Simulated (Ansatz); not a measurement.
**Single-point calculation, with input and output: ZnS**

- system: ZnS (P2₁, 4 atoms in the cell)
- method: DFT PBEsol, scalar-relativistic, plane waves, PAW, no spin polarisation (Ansatz 0.2.0)

The structure derives from an entry of the Crystallography Open Database. Figures and captions count atoms from 1; the log counts them from 0 in places.

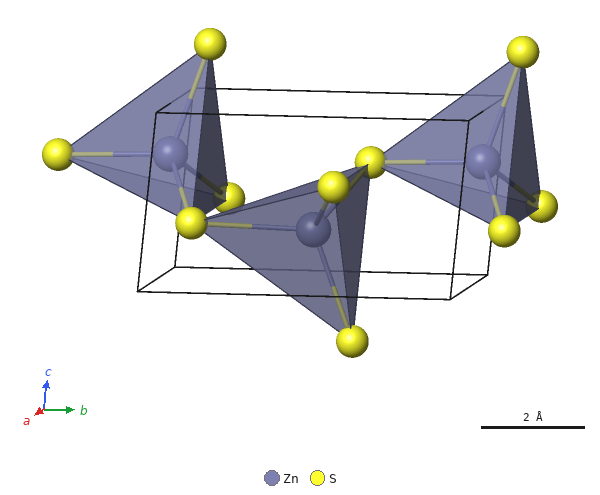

**Figure 1.** The input geometry (polyhedral view of the cell of the calculation, set on other vectors, seen slightly off an axis; polyhedra are completed across the faces of the cell).

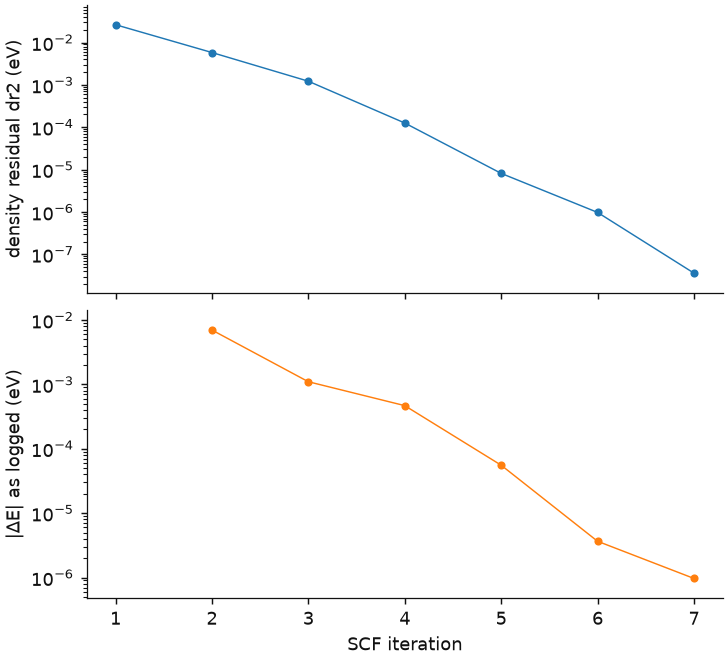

**Figure 2.** Convergence of the self-consistent field: density residual dr2 and size of the energy change against the SCF iteration. The residual falls at every step.

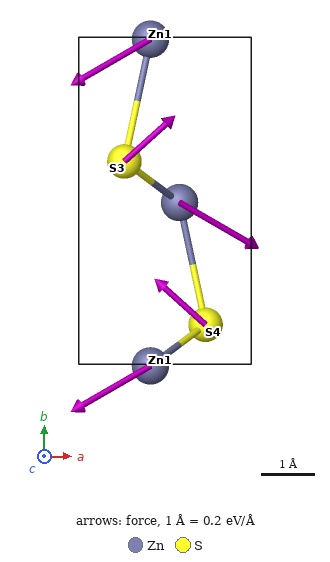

**Figure 3.** Forces on the atoms as pink arrows (ball-and-stick view of the cell of the calculation, set on other vectors, along the c axis; atoms are numbered from 1 in the order of the input). The largest act on Zn1, Zn2 (0.37 eV/Å); S3, S4 (0.26 eV/Å). The geometry is not a stationary point of this energy.

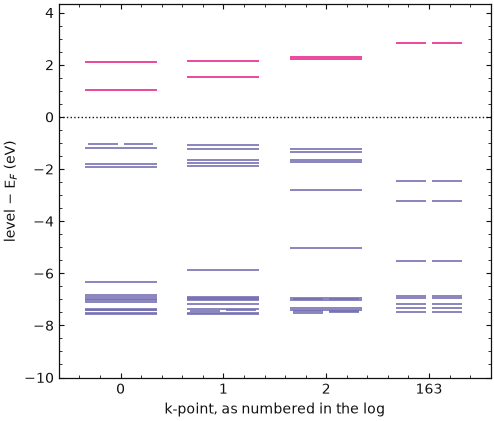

**Figure 4.** Kohn–Sham levels near the Fermi level (dotted) at the few k-points that the log prints; levels within 0.02 eV of each other stand side by side. Among these points the highest filled and lowest empty levels are 2.05 eV apart, which is the gap on the mesh.

These pictures come from the run below.

### Input file
```yaml
crystal:
  lattice:
    - [3.7814465092, 0.0, 0.0]
    - [-1.8907232546, 3.27482874, 0.0]
    - [0.0, 0.0, 6.2087146531]
  atoms:
    - { symbol: Zn, position: [0.3113147759, 0.7268224842, 0.0054424479] }
    - { symbol: Zn, position: [0.6886852241, 0.2731775158, 0.5054424479] }
    - { symbol: S, position: [0.3517480024, 0.6163568551, 0.3795575521] }
    - { symbol: S, position: [0.6482519976, 0.3836431449, 0.8795575521] }
basis:
  ecutwfc: 520.0
kpoints:
  mp_grid: { grid: [9, 9, 6] }
hamiltonian:
  xc: pbesol
  pseudopotentials: { kind: paw }
scf:
  occupations: { method: gaussian, width: 0.05 }
output:
  forces: true
  stress: true
  eigenvalues: true
```

Launch command:
```bash
ansatz run input.yaml --threads 1 --pin off --max-ram 2048MiB --backend cpu --events-out ev --progress --plain --runs-dir out
```

### What the program printed
```
Engine: ansatz 0.2.0, aarch64-unknown-linux-gnu
Pseudopotentials: kind: paw
Pseudopotential: Zn, paw, valence charge 12, recommended cutoff 420 eV (normal), Zn.paw.azcp
Pseudopotential: S, paw, valence charge 6, recommended cutoff 420 eV (normal), S.paw.azcp
Functional definition: PBEsol
  exchange = pbesol_x
  correlation = pbesol_c
Crystal: 4 atoms, lattice volume = 76.886 Å³
Basis set: ecut = 520 eV, 2057 PW (Γ), exchange–correlation on 60×60×96 points (8 copies of the dense FFT grid, shifted against one another)
Bands: 22, of which v1, the nominal top of the filled ones, is band 18 counted from 1 (17 counted from 0)
Symmetry: 2 space group operations
Space group: P21 (ITA 4), of the structure as read, at distance tolerance 4.3e-5 Å
k-points: 164 of 486 (time reversal used)
Non-local potential: Zn, projectors of the file, l = 0: 2, l = 1: 2, l = 2: 3, l = 3: 1
Non-local potential: S, projectors of the file, l = 0: 2, l = 1: 2, l = 2: 2
PAW form: soft (Blöchl's): semilocal exchange-correlation on the pseudo side does not see the compensation charge
PAW frozen core: Zn, regenerated for the run's functional, and the local potential with it (the file was generated under x = pbe(κ = 0.804, μ = 0.2195149727645171), c = pbe(β = 0.06672455060314922))
PAW frozen core: S, regenerated for the run's functional, and the local potential with it (the file was generated under x = pbe(κ = 0.804, μ = 0.2195149727645171), c = pbe(β = 0.06672455060314922))
PAW one-centre angular grid: Zn, 590 points (default); XC on 64 Gauss nodes
PAW one-centre angular grid: S, 110 points (default); XC on 64 Gauss nodes
Initial density: superposition of atomic densities (neutral atoms: chi_scale 0, normalization atom), corrected by the library's trained network
Initial wavefunctions: pseudopotential atomic-orbital guess
Functional: x = pbesol(κ = 0.804, μ = 0.12345679012345678), c = pbesol(β = 0.046)
SCF iter   1: F=—  HF=-8334.756668 eV  |F-HF|=—  |Δ(HF+E_count)|=         —  Δρ=5.36e-3  dr2=2.63e-2  ethr=1.77e-3  ⟨swp⟩=6.0  Hψ=17463  notcnv=0
preconditioner: auto → Resta (q_TF=auto, 2.404 Å⁻¹)  ε∞=6.8  [insulator: Δε(μ)=2.000 eV  Ē_g=10.534 eV  σ=0.050 eV  W_gap=1.00  n_scr=22 (ndim 8)  ℏωp=25.4 eV  f_vac=0.029  D(μ)=0.00/eV (n_scr^D=0)  ε∞_Penn≈6.8]
SCF iter   2: F=—  HF=-8334.749680 eV  |F-HF|=—  |Δ(HF+E_count)|=   6.99e-3  Δρ=2.07e-3  dr2=5.80e-3  ethr=7.29e-5  ⟨swp⟩=2.0  Hψ=8073  notcnv=0
SCF iter   3: F=—  HF=-8334.748579 eV  |F-HF|=—  |Δ(HF+E_count)|=   1.10e-3  Δρ=1.49e-3  dr2=1.22e-3  ethr=1.61e-5  ⟨swp⟩=2.0  Hψ=6840  notcnv=0
SCF iter   4: F=—  HF=-8334.748111 eV  |F-HF|=—  |Δ(HF+E_count)|=   4.68e-4  Δρ=4.12e-4  dr2=1.26e-4  ethr=3.38e-6  ⟨swp⟩=2.0  Hψ=5967  notcnv=0
SCF iter   5: F=—  HF=-8334.748166 eV  |F-HF|=—  |Δ(HF+E_count)|=   5.56e-5  Δρ=8.64e-5  dr2=8.16e-6  ethr=3.50e-7  ⟨swp⟩=3.0  Hψ=6680  notcnv=0
SCF iter   6: F=—  HF=-8334.748163 eV  |F-HF|=—  |Δ(HF+E_count)|=   3.66e-6  Δρ=3.75e-5  dr2=9.78e-7  ethr=2.27e-8  ⟨swp⟩=2.0  Hψ=6560  notcnv=0
SCF iter   7: F=-8334.748164 eV  HF=-8334.748164 eV  |F-HF|=4.17e-8  |Δ(HF+E_count)|=   9.68e-7  Δρ=5.92e-6  dr2=3.61e-8  ethr=2.78e-10  ⟨swp⟩=3.1  Hψ=16006  notcnv=0
SCF 1 converged in 7 iterations: F = -8334.748164 eV  dr2 = 3.61e-8
  greatest PAW one-centre occupation: 0.983 electrons in one spin orbital (limit 2), on the Zn atom at site 0 (counted from 0), in its partial waves of l = 2
SCF converged after 7 iterations
Free energy (F): -8334.748164 eV
Harris-Foulkes:  -8334.748164 eV  (|F-HF|=4.17e-8)
Internal energy: -8334.748164 eV  (E = F + TS)
E sigma→0 (E₀):  -8334.748164 eV
Fermi energy:    7.070258 eV
--- Per-component energies (eV) ---
  E_band       = 15.106140
  E_kinetic    = 476.563760
  E_local      = -4041.750908  (includes V_loc(G=0)·N_el)
  E_nonlocal   = 1288.864213
  E_hartree    = 1687.639381
  E_xc         = -463.849965
  E_vxc        = -280.133753  (∫ρ·V_xc dr)
  E_paw        = -4751.005814  (= ΣΔE_a)
  E_vpaw       = -803.718763  (= ΣTr[D̂ρ^β])
  E_aug_tail   = 0.000037  (compensation charges beyond the density's cutoff)
  E_ewald      = -2532.927477
  E_core_change = 1.718608  (= ΣΔE_core)
  E_smearing   = -0.000000  (= −TS)
  E_closure    = -0.000000  (closes the sum)
  Σ components = -8334.748164   (vs F -8334.748164, Δ=0.00e0)
--- Forces (eV/Å), atoms counted from 1 ---
  atom   1  Zn     0.20284313    -0.25584763     0.17536103
  atom   2  Zn    -0.20284313     0.25584763     0.17536103
  atom   3  S     -0.15631123     0.11843135    -0.17535234
  atom   4  S      0.15631123    -0.11843135    -0.17535234
  max |Σ_I F_I| component: 1.74e-5 eV/Å
--- Stress (GPa, compression-positive) ---
        0.144014      -0.046329       0.000000
       -0.046329      -0.575440       0.000000
        0.000000       0.000000      -1.648882
  P = ⅓ Tr σ = -0.6934 GPa (-6.934 kbar)
--- Band table (eV; the first three rows and the last of 164) ---
  k-point 0: bands = ["-7.2835", "-6.2679", "-0.4859", "-0.4522", "-0.3561", "-0.3333", "-0.2863", "-0.0204", "0.0269", "0.0817", "0.1511", "0.2363", "0.7230", "5.1340", "5.2584", "5.8883", "6.0356", "6.0442", "8.0963", "9.1643", "11.8464", "12.3209"]
  k-point 1: bands = ["-7.2265", "-6.3504", "-0.4749", "-0.4479", "-0.3597", "-0.3421", "-0.2973", "-0.1098", "0.0308", "0.0836", "0.1157", "0.1416", "1.1770", "5.1809", "5.2834", "5.4302", "5.8396", "5.9829", "8.6198", "9.2166", "11.9323", "12.2347"]
  k-point 2: bands = ["-7.0643", "-6.5625", "-0.4453", "-0.4326", "-0.3669", "-0.3650", "-0.3235", "-0.2758", "0.0516", "0.0872", "0.0908", "0.1165", "2.0378", "4.2639", "5.3311", "5.4344", "5.7056", "5.8222", "9.2982", "9.3568", "12.1672", "12.2130"]
  k-point 163: bands = ["-6.1704", "-6.1704", "-0.4050", "-0.4050", "-0.2507", "-0.2507", "-0.1154", "-0.1154", "0.1147", "0.1147", "0.2004", "0.2004", "1.5307", "1.5307", "3.8332", "3.8332", "4.6249", "4.6249", "9.9231", "9.9231", "11.4503", "11.4503"]
```

### Key numbers

- outcome: converged
- space group (tolerance 0.01 Å): P2₁ (4)
- electrons treated: 36
- free energy: −8334.7482 eV
- Fermi energy: 7.070 eV
- gap on the k-point mesh: 2.05 eV
- pressure: −0.69 GPa
- largest force (length of the vector): 0.371 eV/Å
- hardware: 1 thread of Arm Neoverse N1, 98 GiB of memory available, shared host
- wall time: 61 s
- peak memory: 0.55 GiB
